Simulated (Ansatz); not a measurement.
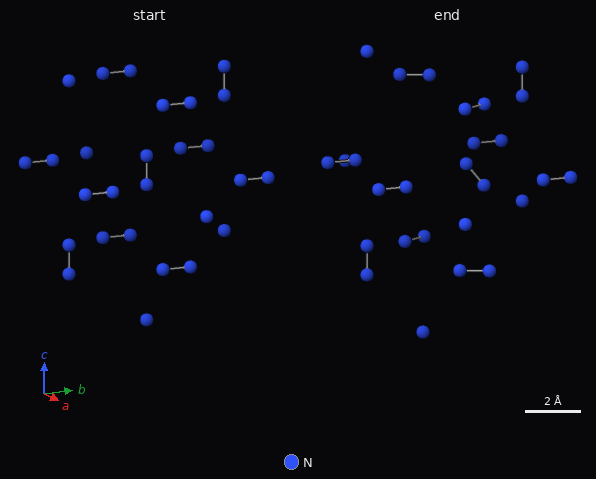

The structure of a defect cell of composition N before (left) and after (right) a relaxation, at one scale.

The picture is a ball-and-stick view of the atoms within 5.8 Å of the atom that moves most (axes of the conventional cell (4 times the calculation's cell) (origin shifted)), seen slightly off an axis. Lengths and directions refer to the drawn axes.

Case: N vacancy, atoms relaxed.

Level of theory: DFT PBEsol, scalar-relativistic, plane waves, PAW in Ansatz. Set-up: plane-wave cutoff 420 eV; k-point mesh 4 × 4 × 4; occupations gaussian; smearing width 0.05 eV; no spin polarisation; atoms relaxed in a fixed cell; force threshold 0.02 eV/Å; at most 50 steps.

**Describe what moved and what it gained.**

The run was cut off at its time limit before the relaxation converged, so the last structure is only a point on the way. The largest moves, 1.58 Å, are those of N atoms. The lattice vectors keep their values. Some distances before and after: N–N 3.696 → 1.699 Å, N–N 1.100 → 1.123 Å. After 18 accepted moves (20 points after the start) the energy has fallen by 1.717 eV per cell of the calculation. Largest force component: 0.021 eV/Å at the start, 0.63 eV/Å at the end. The line search rejected the trial steps at points 2, 4 of the run. The forces were under the threshold at step 3, but the run went on from there. The run took about 22 core-minutes on a shared host.

Limits of the set-up: the periodic images lie only 8.4 Å apart, so the values are limited by the cell's size.
